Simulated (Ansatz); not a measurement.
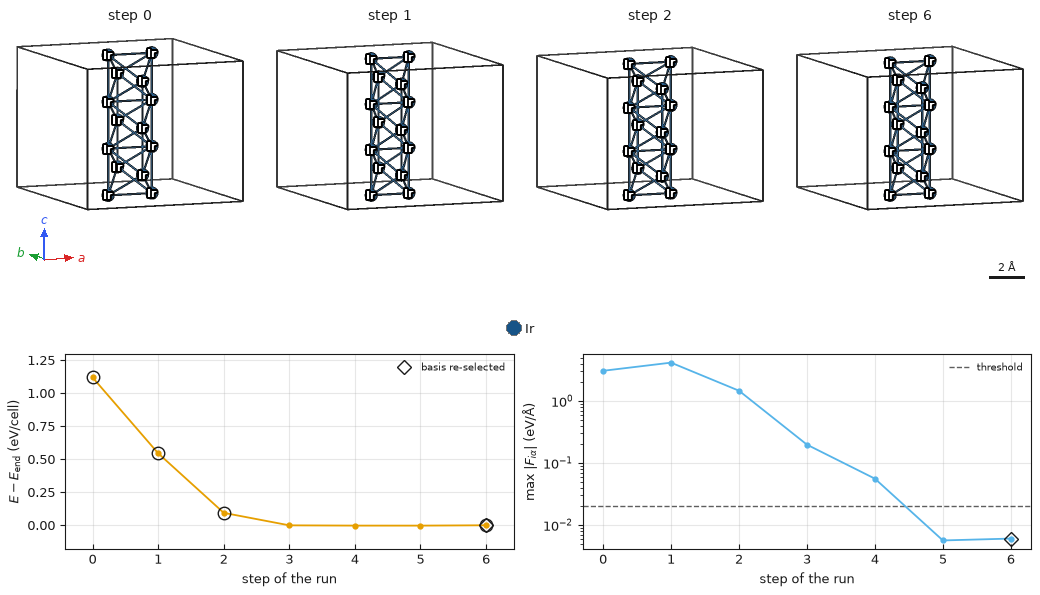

Frames of a relaxation of a wire of composition Ir, marked on the history of the run. Style: ball-and-stick. Shown: the 3 repeat of the cell, with the vacuum cut short, slightly off an axis.

Case: wire along [1 1 0], 4 atoms a period.

Method: DFT PBE, scalar-relativistic, plane waves, PAW in Ansatz 0.2.0.

The input:
```yaml
crystal:
  lattice:
    - [11.7, 0.0, 0.0]
    - [0.0, 13.2, 0.0]
    - [0.0, 0.0, 2.7369706247]
  atoms:
    - { symbol: Ir, position: [0.6169645566, 0.5, 0.0] }
    - { symbol: Ir, position: [0.5, 0.6466159461, 0.5] }
    - { symbol: Ir, position: [0.5, 0.3533840539, 0.5] }
    - { symbol: Ir, position: [0.3830354434, 0.5, 0.0] }
basis:
  ecutwfc: 420
kpoints:
  mp_grid: { grid: [1, 1, 20] }
hamiltonian:
  xc: pbe
scf:
  occupations: { method: gaussian, width: 0.05 }
output:
  forces: true
  stress: true
  eigenvalues: true
  populations: true
  write_density: true
  write_potential: true
  elf: true
  volumetric_format: npy
relax:
  adjacent_minimum: "off"
  f_tol: 0.02
  max_steps: 45
  cell: { fix: [a, b, alpha, beta, gamma], stress_tol: 0.03 }
```

Run as
```bash
ansatz run input.yaml --threads 4 --pin off --max-ram 11264MiB --backend cpu --events-out ev --progress --plain --runs-dir out
```

Q: Describe the path.

A: The energy falls by 1.119 eV per cell of the calculation in 5 accepted moves (6 points after the start). Largest force component: 3.1 eV/Å at the start, 0.006 eV/Å at the end. The SCF was repeated once at an unchanged geometry on a basis and grid sized afresh for the cell, which shifted the energy by 2.6 meV per cell of the calculation at most. The largest moves relative to the centre of the atoms, 0.13 Å, are those of Ir1 and Ir4. Along the periodic axis the drawn cell goes c 8.211 → 7.749 Å (−5.6 %). Some distances before and after: Ir1–Ir4 2.737 → 2.486 Å, Ir1–Ir1 2.737 → 2.583 Å, Ir1–Ir2 2.737 → 2.605 Å. Among the angles between lasting bonds that change: Ir1–Ir2–Ir4 90.0° → 87.0°, Ir1–Ir2–Ir4 60.0° → 57.0°. From step 0 to 1: Ir atoms move most (0.20 Å), energy −0.574 eV per cell of the calculation. From step 1 to 2: Ir atoms move most (0.13 Å), energy −0.451 eV per cell of the calculation. From step 2 to 6: Ir atoms move most (0.06 Å), energy −94.2 meV per cell of the calculation.

Limits of the set-up: the k-point mesh is coarse for a cell with partly filled bands.
